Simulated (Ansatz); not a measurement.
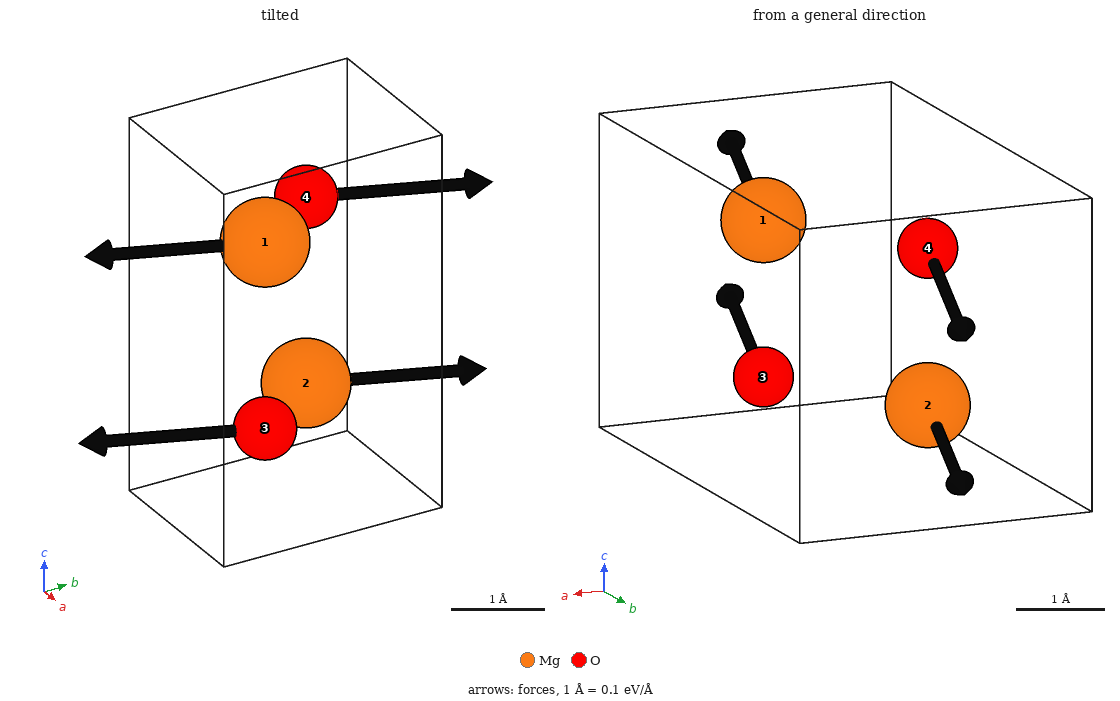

Shown here is a spheres-only view of the crystal, taken slightly off an axis and from a general direction. Atoms at the boundary of the simulation cell (the box) are drawn once for each face, edge or corner they touch. The arrows are the computed forces on the atoms.

System: MgO. Setup: Ansatz, DFT LDA, scalar-relativistic, plane waves, PAW; E_cut = 420 eV, k-points on a 6×6×6 grid, Gaussian smearing of 0.05 eV, no spin polarisation.

**Are the forces small enough to call this converged?**

No. The atoms still feel forces of up to about 0.18 eV/Å, above a usual threshold of 0.01 to 0.03 eV/Å.

**List the mean force on each species.**

Mean magnitudes: about Mg 0.16 eV/Å, O 0.18 eV/Å.

Provenance: a structure listed in the Materials Project. The cell was then strained or its atoms displaced on purpose. Ansatz was used for an electronic-structure calculation on it.
